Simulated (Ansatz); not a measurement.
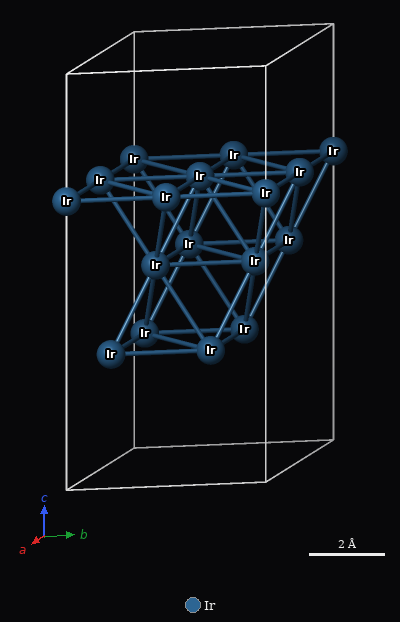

Fig. 1: The structure as given in the input (ball-and-stick view of the cell of the calculation, with the vacuum cut short, seen slightly off an axis). An atom can appear more than once, as a periodic image. Near neighbours in the periodic cell (some may lie outside the picture): Ir has 9 Ir at 2.72 Å; Ir has 12 Ir at 2.72 Å.

## Run report: Ir, geometry relaxation (part 1 of 2)

System: Ir (slab, 12 atoms in the cell).
Method: DFT PBE+D3(BJ), scalar-relativistic, plane waves, PAW, no spin polarisation (Ansatz 0.2.0).

The structure derives from an entry of the Crystallography Open Database. The input holds or restrains some coordinates. Forces given for the steps count only the free coordinates. It belongs to a series of runs on one base structure; here: clean slab, lower planes held.

Input file:
```yaml
crystal:
  lattice:
    - [5.4313155574, 0.0, 0.0]
    - [-2.7156577787, 4.7036572487, 0.0]
    - [0.0, 0.0, 20.4346505826]
  atoms:
    - { symbol: Ir, position: [0.3333333333, 0.1666666667, 0.3914918911] }
    - { symbol: Ir, position: [0.3333333333, 0.6666666667, 0.3914918911] }
    - { symbol: Ir, position: [0.8333333333, 0.1666666667, 0.3914918911] }
    - { symbol: Ir, position: [0.8333333333, 0.6666666667, 0.3914918911] }
    - { symbol: Ir, position: [0.6666666667, 0.3333333333, 0.5] }
    - { symbol: Ir, position: [0.6666666667, 0.8333333333, 0.5] }
    - { symbol: Ir, position: [0.1666666667, 0.3333333333, 0.5] }
    - { symbol: Ir, position: [0.1666666667, 0.8333333333, 0.5] }
    - { symbol: Ir, position: [0.0, 0.5, 0.6085081089] }
    - { symbol: Ir, position: [0.0, 0.0, 0.6085081089] }
    - { symbol: Ir, position: [0.5, 0.5, 0.6085081089] }
    - { symbol: Ir, position: [0.5, 0.0, 0.6085081089] }
basis:
  ecutwfc: 420
kpoints:
  mp_grid: { grid: [4, 4, 1] }
hamiltonian:
  xc: pbe
  dispersion: d3bj
scf:
  occupations: { method: gaussian, width: 0.1 }
output:
  forces: true
  eigenvalues: true
  write_density: true
  write_potential: true
  elf: true
  volumetric_format: npy
relax:
  adjacent_minimum: "off"
  f_tol: 0.03
  max_steps: 70
  constraints: [{ sites: [0, 1, 2, 3] }]
efield:
  axis: 3
  dipole_correction: true
  ramp_width: 0.04
```

Hardware: 4 threads of Intel Xeon (Sapphire Rapids), 16 GiB of memory available, shared host.

Launched with:
```bash
ansatz run input.yaml --threads 4 --pin off --max-ram 12288MiB --backend cpu --events-out ev --progress --plain --runs-dir out
```

Output:
```
Engine: ansatz 0.2.0, x86_64-unknown-linux-gnu
Pseudopotentials: kind: paw
Pseudopotential: Ir, paw, valence charge 17, recommended cutoff 420 eV (normal), Ir.paw.azcp
Functional definition: PBE
  parameter kappa = 0.804
  parameter beta = 0.06672455060314922
  exchange = pbe_x(kappa = kappa, mu = beta*pi^2/3)
  correlation = pbe_c(beta = beta)
Crystal: 12 atoms, lattice volume = 522.045 Å³
Basis set: ecut = 420 eV, 10167 PW (Γ), exchange–correlation on 80×80×288 points (8 copies of the dense FFT grid, shifted against one another)
Bands: 123, of which v1, the nominal top of the filled ones, is band 102 counted from 1 (101 counted from 0)
Symmetry: 24 space group operations
k-points: 4 of 16 (time reversal used)
Non-local potential: Ir, projectors of the file, l = 0: 3, l = 1: 2, l = 2: 2, l = 3: 1
PAW form: soft (Blöchl's): semilocal exchange-correlation on the pseudo side does not see the compensation charge
PAW one-centre angular grid: Ir, 590 points (default); XC on 64 Gauss nodes
Initial density: superposition of atomic densities (neutral atoms: chi_scale 0, normalization atom), corrected by the library's trained network
Initial wavefunctions: pseudopotential atomic-orbital guess
Functional: x = pbe(κ = 0.804, μ = 0.2195149727645171), c = pbe(β = 0.06672455060314922)
SCF iter   1: F=—  HF=-143222.099271 eV  |F-HF|=—  |Δ(HF+E_count)|=         —  Δρ=3.89e-3  dr2=4.70e-2  ethr=1.77e-3  p=0.000 e·Å  D=6.17e-14 V/Å  ΔV_dip=-0.00 eV  dr2_dipole=6.46e-7  V_vac-E_F(+/−)=5.15/5.15 eV  ⟨swp⟩=8.2  Hψ=2132  notcnv=0  defer=6
efield: sawtooth ramp at fractional position 0.9800 (placed from the atoms, in the widest stretch of the axis that holds none; the zero of the levels goes with the place), width 0.0400; the density the first Hamiltonian is built on has a dipole p = 0.000 e·Å; the dipole correction subtracts the counter field D = 6.17e-14 V/Å, which shifts the + side's vacuum level by -0.00 eV against the − side's; the planar-averaged density in the ramp window peaks in size at 3.2e-5 e/Å³
preconditioner: auto → LDOS  [metal: Δε(μ)=0.016 eV  Ē_g=5.944 eV  σ=0.100 eV  W_gap=0.09  n_scr=98 (ndim 8)  ℏωp=16.9 eV  f_vac=0.599  D(μ)=21.01/eV (n_scr^D=178)  β→1.0]
SCF iter   2: F=—  HF=-143222.123494 eV  |F-HF|=—  |Δ(HF+E_count)|=   2.42e-2  Δρ=1.22e-3  dr2=1.05e-2  ethr=2.30e-5  p=0.000 e·Å  D=1.21e-5 V/Å  ΔV_dip=-0.00 eV  dr2_dipole=5.86e-7  V_vac-E_F(+/−)=5.32/5.32 eV  ⟨swp⟩=3.0  Hψ=1137  notcnv=0  defer=15
SCF iter   3: F=—  HF=-143222.123126 eV  |F-HF|=—  |Δ(HF+E_count)|=   3.68e-4  Δρ=5.62e-4  dr2=5.32e-3  ethr=5.14e-6  p=-0.000 e·Å  D=-3.20e-7 V/Å  ΔV_dip=0.00 eV  dr2_dipole=1.03e-6  V_vac-E_F(+/−)=5.33/5.33 eV  ⟨swp⟩=2.8  Hψ=873  notcnv=0  defer=15
SCF iter   4: F=—  HF=-143222.122493 eV  |F-HF|=—  |Δ(HF+E_count)|=   6.32e-4  Δρ=2.86e-4  dr2=1.22e-3  ethr=2.61e-6  p=-0.000 e·Å  D=-4.31e-6 V/Å  ΔV_dip=0.00 eV  dr2_dipole=1.14e-7  V_vac-E_F(+/−)=5.33/5.33 eV  ⟨swp⟩=2.0  Hψ=653  notcnv=0  defer=15
SCF iter   5: F=—  HF=-143222.122399 eV  |F-HF|=—  |Δ(HF+E_count)|=   9.45e-5  Δρ=9.04e-5  dr2=2.01e-4  ethr=5.99e-7  p=0.000 e·Å  D=6.01e-6 V/Å  ΔV_dip=-0.00 eV  dr2_dipole=9.60e-9  V_vac-E_F(+/−)=5.34/5.34 eV  ⟨swp⟩=2.2  Hψ=723  notcnv=0  defer=15
SCF iter   6: F=—  HF=-143222.122399 eV  |F-HF|=—  |Δ(HF+E_count)|=   1.76e-7  Δρ=3.20e-5  dr2=2.76e-5  ethr=9.86e-8  p=-0.000 e·Å  D=-1.09e-5 V/Å  ΔV_dip=0.00 eV  dr2_dipole=4.33e-9  V_vac-E_F(+/−)=5.34/5.34 eV  ⟨swp⟩=2.0  Hψ=628  notcnv=0  defer=15
SCF iter   7: F=-143222.122397 eV  HF=-143222.122400 eV  |F-HF|=2.47e-6  |Δ(HF+E_count)|=   1.21e-6  Δρ=1.36e-5  dr2=3.80e-6  ethr=1.10e-8  p=0.000 e·Å  D=7.46e-6 V/Å  ΔV_dip=-0.00 eV  dr2_dipole=1.35e-13  V_vac-E_F(+/−)=5.34/5.34 eV  ⟨swp⟩=21.8  Hψ=4813  notcnv=0
SCF 1 converged in 7 iterations: F = -143222.122397 eV  dr2 = 3.80e-6
  greatest PAW one-centre occupation: 1.000 electrons in one spin orbital (limit 2), on the Ir atom at site 7 (counted from 0), in its partial waves of l = 0
relax step   1: F+E_penalty+E_count = -143222.12239741 eV  Δ(F+E_penalty+E_count) = +0.000e0 eV  max|allowed force component| = 4.804e-1 eV/Å  Δτ_max = 0.0000 Å  (7 SCF iters, dr2 threshold 2.25e-5 eV, accepted)
Initial density: handed on by an earlier stage of this run
Initial wavefunctions: those handed on with the density
iter 1 solved again at ethr=1.49e-3 eV; its pass at ethr=3.10e-3 eV (dr2=3.05e0 eV) is discarded
SCF iter   1: F=—  HF=-143222.162049 eV  |F-HF|=—  |Δ(HF+E_count)|=         —  Δρ=1.32e-2  dr2=3.07e0  ethr=1.49e-3  p=0.000 e·Å  D=3.86e-6 V/Å  ΔV_dip=-0.00 eV  dr2_dipole=7.01e-1  V_vac-E_F(+/−)=5.24/5.25 eV  ⟨swp⟩=1.2  Hψ=1869  notcnv=0  defer=33
efield: sawtooth ramp at fractional position 0.9800 (handed on by an earlier solve), width 0.0400; the density the first Hamiltonian is built on has a dipole p = 0.000 e·Å; the dipole correction subtracts the counter field D = 3.86e-6 V/Å, which shifts the + side's vacuum level by -0.00 eV against the − side's; the planar-averaged density in the ramp window peaks in size at 5.7e-6 e/Å³
preconditioner: auto → LDOS  [metal: Δε(μ)=0.043 eV  Ē_g=6.209 eV  σ=0.100 eV  W_gap=0.24  n_scr=98 (ndim 8)  ℏωp=16.9 eV  f_vac=0.609  D(μ)=15.87/eV (n_scr^D=110)  β→1.0]
SCF iter   2: F=—  HF=-143222.064724 eV  |F-HF|=—  |Δ(HF+E_count)|=   9.73e-2  Δρ=3.94e-3  dr2=9.49e-2  ethr=1.49e-3  p=0.003 e·Å  D=9.37e-4 V/Å  ΔV_dip=-0.02 eV  dr2_dipole=1.20e-2  V_vac-E_F(+/−)=5.18/5.20 eV  ⟨swp⟩=2.0  Hψ=509  notcnv=0  defer=33
SCF iter   3: F=—  HF=-143222.063533 eV  |F-HF|=—  |Δ(HF+E_count)|=   1.19e-3  Δρ=1.76e-3  dr2=3.07e-2  ethr=4.65e-5  p=0.003 e·Å  D=1.16e-3 V/Å  ΔV_dip=-0.02 eV  dr2_dipole=4.01e-4  V_vac-E_F(+/−)=5.22/5.24 eV  ⟨swp⟩=2.5  Hψ=944  notcnv=0  defer=37
SCF iter   4: F=—  HF=-143222.058111 eV  |F-HF|=—  |Δ(HF+E_count)|=   5.42e-3  Δρ=7.25e-4  dr2=7.45e-3  ethr=1.51e-5  p=0.004 e·Å  D=1.24e-3 V/Å  ΔV_dip=-0.03 eV  dr2_dipole=6.44e-5  V_vac-E_F(+/−)=5.22/5.24 eV  ⟨swp⟩=2.5  Hψ=909  notcnv=0  defer=37
SCF iter   5: F=—  HF=-143222.057447 eV  |F-HF|=—  |Δ(HF+E_count)|=   6.64e-4  Δρ=2.24e-4  dr2=4.17e-4  ethr=3.65e-6  p=0.002 e·Å  D=5.67e-4 V/Å  ΔV_dip=-0.01 eV  dr2_dipole=9.03e-5  V_vac-E_F(+/−)=5.23/5.24 eV  ⟨swp⟩=2.8  Hψ=747  notcnv=0  defer=37
SCF iter   6: F=—  HF=-143222.057469 eV  |F-HF|=—  |Δ(HF+E_count)|=   2.23e-5  Δρ=8.82e-5  dr2=1.46e-4  ethr=2.04e-7  p=0.001 e·Å  D=3.03e-4 V/Å  ΔV_dip=-0.01 eV  dr2_dipole=9.43e-6  V_vac-E_F(+/−)=5.24/5.25 eV  ⟨swp⟩=2.2  Hψ=791  notcnv=0  defer=37
SCF iter   7: F=—  HF=-143222.057488 eV  |F-HF|=—  |Δ(HF+E_count)|=   1.84e-5  Δρ=5.80e-5  dr2=3.90e-5  ethr=7.16e-8  p=0.000 e·Å  D=7.16e-5 V/Å  ΔV_dip=-0.00 eV  dr2_dipole=3.27e-6  V_vac-E_F(+/−)=5.24/5.25 eV  ⟨swp⟩=2.0  Hψ=636  notcnv=0  defer=37
SCF iter   8: F=-143222.057485 eV  HF=-143222.057486 eV  |F-HF|=9.56e-7  |Δ(HF+E_count)|=   2.00e-6  Δρ=1.48e-5  dr2=2.03e-6  ethr=7.07e-9  p=-0.000 e·Å  D=-2.31e-5 V/Å  ΔV_dip=0.00 eV  dr2_dipole=1.47e-7  V_vac-E_F(+/−)=5.25/5.25 eV  ⟨swp⟩=23.2  Hψ=5045  notcnv=0
SCF 2 converged in 8 iterations: F = -143222.057485 eV  dr2 = 2.03e-6
  Residual-converged pass: ⟨swp⟩=1.0  Hψ=508  notcnv=0  max |occ|·‖R‖ = 6.9e-9 eV (tolerance 1.0e-8 eV)  dr2=2.03e-6  dr2_onsite=4.49e-8  max |Δocc| = 2.2e-10
relax step   2: F+E_penalty+E_count = -143222.05748479 eV  Δ(F+E_penalty+E_count) = +6.491e-2 eV  max|allowed force component| = 7.448e-1 eV/Å  Δτ_max = 0.1949 Å  (8 SCF iters, dr2 threshold 1.44e-5 eV, rejected (line search))
iter 1 solved again at ethr=6.01e-4 eV; its pass at ethr=3.10e-3 eV (dr2=1.23e0 eV) is discarded
SCF iter   1: F=—  HF=-143222.247902 eV  |F-HF|=—  |Δ(HF+E_count)|=         —  Δρ=7.67e-3  dr2=1.23e0  ethr=6.01e-4  p=-0.000 e·Å  D=-1.99e-5 V/Å  ΔV_dip=0.00 eV  dr2_dipole=3.06e-1  V_vac-E_F(+/−)=5.29/5.29 eV  ⟨swp⟩=1.8  Hψ=1654  notcnv=0  defer=40
efield: sawtooth ramp at fractional position 0.9800 (handed on by an earlier solve), width 0.0400; the density the first Hamiltonian is built on has a dipole p = -0.000 e·Å; the dipole correction subtracts the counter field D = -1.99e-5 V/Å, which shifts the + side's vacuum level by +0.00 eV against the − side's; the planar-averaged density in the ramp window peaks in size at 9.0e-7 e/Å³
preconditioner: auto → LDOS  [metal: Δε(μ)=0.036 eV  Ē_g=6.028 eV  σ=0.100 eV  W_gap=0.20  n_scr=98 (ndim 8)  ℏωp=16.9 eV  f_vac=0.602  D(μ)=22.41/eV (n_scr^D=204)  β→1.0]
SCF iter   2: F=—  HF=-143222.218983 eV  |F-HF|=—  |Δ(HF+E_count)|=   2.89e-2  Δρ=2.79e-3  dr2=1.53e-1  ethr=6.01e-4  p=-0.002 e·Å  D=-6.11e-4 V/Å  ΔV_dip=0.01 eV  dr2_dipole=2.76e-2  V_vac-E_F(+/−)=5.33/5.31 eV  ⟨swp⟩=2.0  Hψ=508  notcnv=0  defer=40
SCF iter   3: F=—  HF=-143222.216961 eV  |F-HF|=—  |Δ(HF+E_count)|=   2.02e-3  Δρ=1.99e-3  dr2=8.33e-2  ethr=7.48e-5  p=0.001 e·Å  D=1.91e-4 V/Å  ΔV_dip=-0.00 eV  dr2_dipole=2.09e-5  V_vac-E_F(+/−)=5.27/5.28 eV  ⟨swp⟩=3.0  Hψ=771  notcnv=0  defer=40
SCF iter   4: F=—  HF=-143222.205181 eV  |F-HF|=—  |Δ(HF+E_count)|=   1.18e-2  Δρ=8.38e-4  dr2=1.03e-2  ethr=4.08e-5  p=-0.002 e·Å  D=-6.55e-4 V/Å  ΔV_dip=0.01 eV  dr2_dipole=2.49e-6  V_vac-E_F(+/−)=5.30/5.29 eV  ⟨swp⟩=2.2  Hψ=666  notcnv=0  defer=40
SCF iter   5: F=—  HF=-143222.204356 eV  |F-HF|=—  |Δ(HF+E_count)|=   8.25e-4  Δρ=4.81e-4  dr2=4.24e-3  ethr=5.07e-6  p=-0.000 e·Å  D=-1.38e-5 V/Å  ΔV_dip=0.00 eV  dr2_dipole=1.85e-5  V_vac-E_F(+/−)=5.29/5.29 eV  ⟨swp⟩=3.0  Hψ=884  notcnv=0  defer=37
SCF iter   6: F=—  HF=-143222.204148 eV  |F-HF|=—  |Δ(HF+E_count)|=   2.08e-4  Δρ=2.15e-4  dr2=1.28e-3  ethr=2.08e-6  p=-0.000 e·Å  D=-1.50e-5 V/Å  ΔV_dip=0.00 eV  dr2_dipole=7.33e-6  V_vac-E_F(+/−)=5.29/5.29 eV  ⟨swp⟩=1.0  Hψ=449  notcnv=0  defer=37
SCF iter   7: F=—  HF=-143222.204133 eV  |F-HF|=—  |Δ(HF+E_count)|=   1.51e-5  Δρ=6.16e-5  dr2=7.81e-5  ethr=6.30e-7  p=0.000 e·Å  D=8.01e-6 V/Å  ΔV_dip=-0.00 eV  dr2_dipole=1.62e-5  V_vac-E_F(+/−)=5.29/5.29 eV  ⟨swp⟩=2.0  Hψ=605  notcnv=0  defer=37
SCF iter   8: F=—  HF=-143222.205163 eV  |F-HF|=—  |Δ(HF+E_count)|=   1.03e-3  Δρ=1.76e-5  dr2=2.53e-6  ethr=3.83e-8  p=0.000 e·Å  D=2.75e-5 V/Å  ΔV_dip=-0.00 eV  dr2_dipole=2.68e-8  V_vac-E_F(+/−)=5.29/5.29 eV  ⟨swp⟩=2.2  Hψ=692  notcnv=0  defer=37
SCF iter   9: F=—  HF=-143222.205164 eV  |F-HF|=—  |Δ(HF+E_count)|=   3.13e-7  Δρ=4.98e-6  dr2=3.64e-7  ethr=1.24e-9  p=0.000 e·Å  D=7.04e-6 V/Å  ΔV_dip=-0.00 eV  dr2_dipole=4.72e-8  V_vac-E_F(+/−)=5.29/5.29 eV  ⟨swp⟩=3.2  Hψ=913  notcnv=0  defer=37
SCF iter  10: F=-143222.205164 eV  HF=-143222.205164 eV  |F-HF|=1.26e-8  |Δ(HF+E_count)|=   3.60e-8  Δρ=1.62e-6  dr2=3.39e-8  ethr=4.90e-11  p=0.000 e·Å  D=4.71e-6 V/Å  ΔV_dip=-0.00 eV  dr2_dipole=4.57e-9  V_vac-E_F(+/−)=5.29/5.29 eV  ⟨swp⟩=20.0  Hψ=4302  notcnv=0
SCF 3 converged in 10 iterations: F = -143222.205164 eV  dr2 = 3.39e-8
relax step   3: F+E_penalty+E_count = -143222.20516356 eV  Δ(F+E_penalty+E_count) = -8.277e-2 eV  max|allowed force component| = 6.353e-2 eV/Å  Δτ_max = 0.0958 Å  (10 SCF iters, accepted)
SCF iter   1: F=—  HF=-143222.205727 eV  |F-HF|=—  |Δ(HF+E_count)|=         —  Δρ=7.23e-4  dr2=1.09e-2  ethr=5.12e-5  p=0.000 e·Å  D=4.98e-6 V/Å  ΔV_dip=-0.00 eV  dr2_dipole=2.75e-3  V_vac-E_F(+/−)=5.30/5.30 eV  ⟨swp⟩=2.0  Hψ=843  notcnv=0  defer=33
efield: sawtooth ramp at fractional position 0.9800 (handed on by an earlier solve), width 0.0400; the density the first Hamiltonian is built on has a dipole p = 0.000 e·Å; the dipole correction subtracts the counter field D = 4.98e-6 V/Å, which shifts the + side's vacuum level by -0.00 eV against the − side's; the planar-averaged density in the ramp window peaks in size at 3.7e-7 e/Å³
preconditioner: auto → LDOS  [metal: Δε(μ)=0.027 eV  Ē_g=6.021 eV  σ=0.100 eV  W_gap=0.15  n_scr=98 (ndim 8)  ℏωp=16.9 eV  f_vac=0.602  D(μ)=22.47/eV (n_scr^D=204)  β→1.0]
SCF iter   2: F=—  HF=-143222.205417 eV  |F-HF|=—  |Δ(HF+E_count)|=   3.10e-4  Δρ=2.68e-4  dr2=1.58e-3  ethr=5.35e-6  p=-0.000 e·Å  D=-6.40e-5 V/Å  ΔV_dip=0.00 eV  dr2_dipole=3.13e-4  V_vac-E_F(+/−)=5.30/5.30 eV  ⟨swp⟩=2.0  Hψ=679  notcnv=0  defer=37
SCF iter   3: F=—  HF=-143222.205371 eV  |F-HF|=—  |Δ(HF+E_count)|=   4.56e-5  Δρ=1.99e-4  dr2=7.95e-4  ethr=7.76e-7  p=0.000 e·Å  D=5.00e-5 V/Å  ΔV_dip=-0.00 eV  dr2_dipole=5.25e-7  V_vac-E_F(+/−)=5.29/5.30 eV  ⟨swp⟩=2.8  Hψ=859  notcnv=0  defer=37
SCF iter   4: F=—  HF=-143222.205258 eV  |F-HF|=—  |Δ(HF+E_count)|=   1.13e-4  Δρ=7.25e-5  dr2=8.31e-5  ethr=3.90e-7  p=-0.000 e·Å  D=-4.65e-5 V/Å  ΔV_dip=0.00 eV  dr2_dipole=2.97e-8  V_vac-E_F(+/−)=5.30/5.30 eV  ⟨swp⟩=2.2  Hψ=707  notcnv=0  defer=37
SCF iter   5: F=—  HF=-143222.206288 eV  |F-HF|=—  |Δ(HF+E_count)|=   1.03e-3  Δρ=4.47e-5  dr2=3.26e-5  ethr=4.07e-8  p=0.000 e·Å  D=3.42e-6 V/Å  ΔV_dip=-0.00 eV  dr2_dipole=3.32e-7  V_vac-E_F(+/−)=5.30/5.30 eV  ⟨swp⟩=2.5  Hψ=709  notcnv=0  defer=37
SCF iter   6: F=—  HF=-143222.206288 eV  |F-HF|=—  |Δ(HF+E_count)|=   6.83e-7  Δρ=2.10e-5  dr2=1.15e-5  ethr=1.60e-8  p=-0.000 e·Å  D=-6.72e-6 V/Å  ΔV_dip=0.00 eV  dr2_dipole=6.35e-8  V_vac-E_F(+/−)=5.30/5.30 eV  ⟨swp⟩=1.5  Hψ=464  notcnv=0  defer=37
SCF iter   7: F=—  HF=-143222.206289 eV  |F-HF|=—  |Δ(HF+E_count)|=   6.18e-7  Δρ=6.29e-6  dr2=8.71e-7  ethr=5.63e-9  p=-0.000 e·Å  D=-4.45e-6 V/Å  ΔV_dip=0.00 eV  dr2_dipole=9.91e-8  V_vac-E_F(+/−)=5.30/5.30 eV  ⟨swp⟩=2.0  Hψ=540  notcnv=0  defer=37
SCF iter   8: F=-143222.206289 eV  HF=-143222.206289 eV  |F-HF|=2.22e-8  |Δ(HF+E_count)|=   3.02e-7  Δρ=1.24e-6  dr2=1.83e-8  ethr=4.90e-11  p=0.000 e·Å  D=2.84e-7 V/Å  ΔV_dip=-0.00 eV  dr2_dipole=1.02e-9  V_vac-E_F(+/−)=5.30/5.30 eV  ⟨swp⟩=17.8  Hψ=4374  notcnv=0
SCF 4 converged in 8 iterations: F = -143222.206289 eV  dr2 = 1.83e-8
relax step   4: F+E_penalty+E_count = -143222.20628915 eV  Δ(F+E_penalty+E_count) = -1.126e-3 eV  max|allowed force component| = 2.743e-3 eV/Å  Δτ_max = 0.0093 Å  (8 SCF iters, accepted)
```

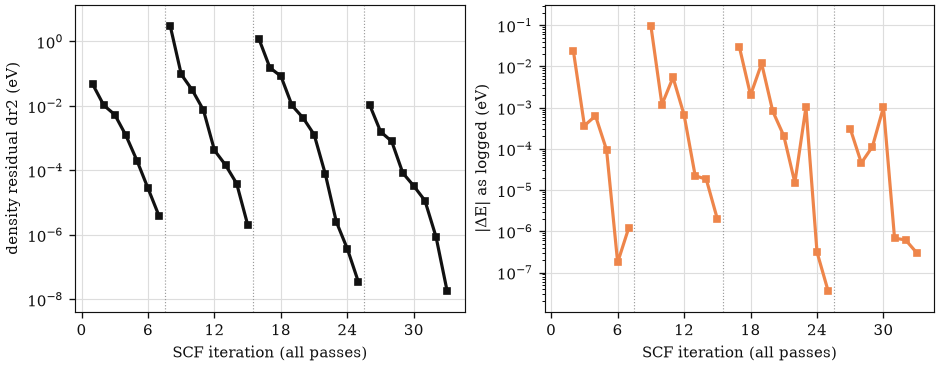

Fig. 2: Convergence of the self-consistent field: density residual dr2 and size of the energy change against the SCF iteration. The dotted lines part the SCF passes of the relaxation: geometry steps, rejected trials and re-solves on a re-selected basis. The passes take 7, 8, 10 and 8 iterations.

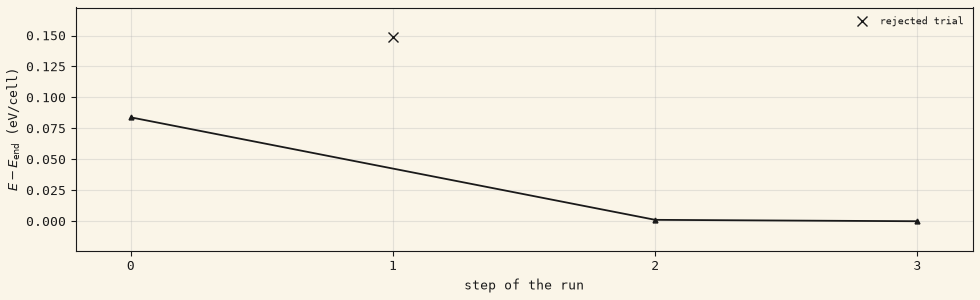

Fig. 3: Progress of the restrained relaxation, step by step (the first geometry is step 0 here and step 1 in the log).

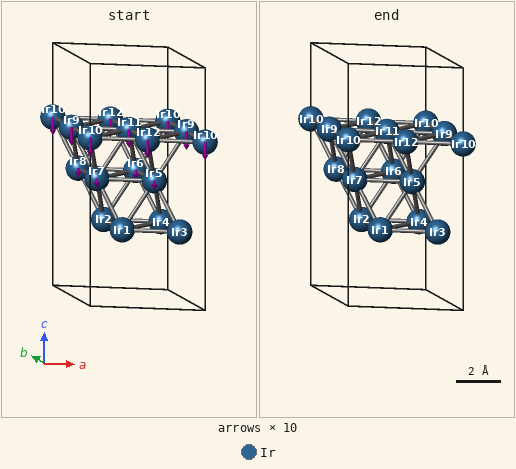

Fig. 4: Before (left) and after (right) the restrained relaxation, at one scale (ball-and-stick view of the cell of the calculation, with the vacuum cut short, seen slightly off an axis). The pink arrows give the displacements, magnified 10 times. After 3 geometry steps the energy has fallen by 83.9 meV per cell of the calculation. Largest force component: 0.48 eV/Å at the start, 0.0027 eV/Å at the end. The line search rejected the trial step at point 1 (counted from 0) and went back. The largest moves, 0.087 Å, are those of Ir9, Ir10, Ir11 and Ir12. The cell stays as it was. Distances before and after: Ir1–Ir5 2.716 → 2.680 Å. (Atoms are counted from 1 in the order of the input.)
